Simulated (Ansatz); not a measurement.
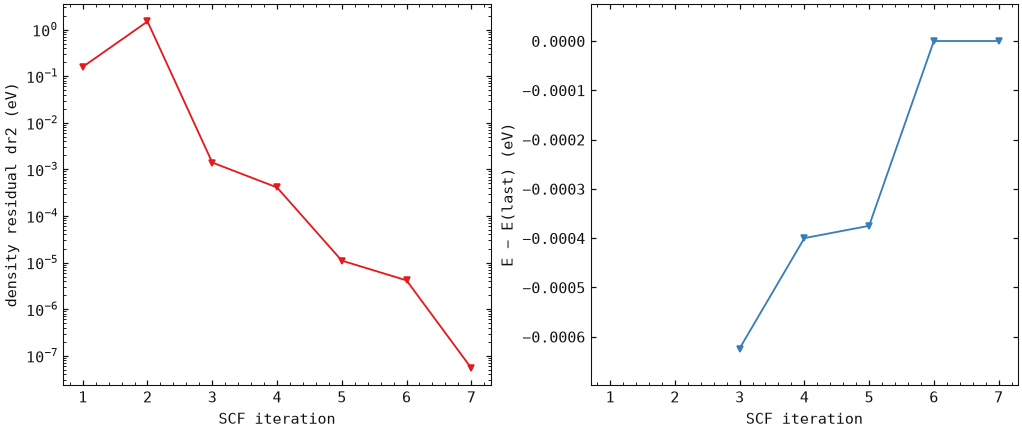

The plot shows the SCF iterations of a calculation: density residual dr2, Harris–Foulkes energy less its last value. The starting density is a sum of atomic densities corrected by a trained network. The first two energies lie far off the scale and aren't drawn.

SiNi3 (4 atoms in the cell), run with Ansatz.

```
crystal:
  lattice:
    - [3.3309466589, 0.0, 0.0]
    - [0.0, 3.3309466589, 0.0]
    - [0.0, 0.0, 3.6815726229]
  atoms:
    - { symbol: Si, position: [0.0, 0.0, 0.0] }
    - { symbol: Ni, position: [0.0, 0.5, 0.5] }
    - { symbol: Ni, position: [0.5, 0.0, 0.5] }
    - { symbol: Ni, position: [0.5, 0.5, 0.0] }
basis:
  ecutwfc: 420
  ecutrho_ratio: 1
kpoints:
  mp_grid: { grid: [14, 14, 14] }
hamiltonian:
  xc: pbe
scf:
  occupations: { method: gaussian, width: 0.15 }
  max_iter: 50
output:
  forces: true
  eigenvalues: true
  stress: true
```

Command:
```bash
ansatz run input.yaml --threads 2 --pin off --max-ram 5120MiB --backend cpu --events-out ev --progress --plain --runs-dir out
```

Question: Did the calculation converge?

Answer: The run converged; it took 7 iterations. The residual comes down, with one marked jump up, by a factor of about 9, at step 2.

Question: Is anything amiss with this input?

Answer: The input holds an odd setting (a density cutoff under four times that of the waves). The SCF closed, but its energy differs from that of a run with usual settings by more than 1 meV per atom.
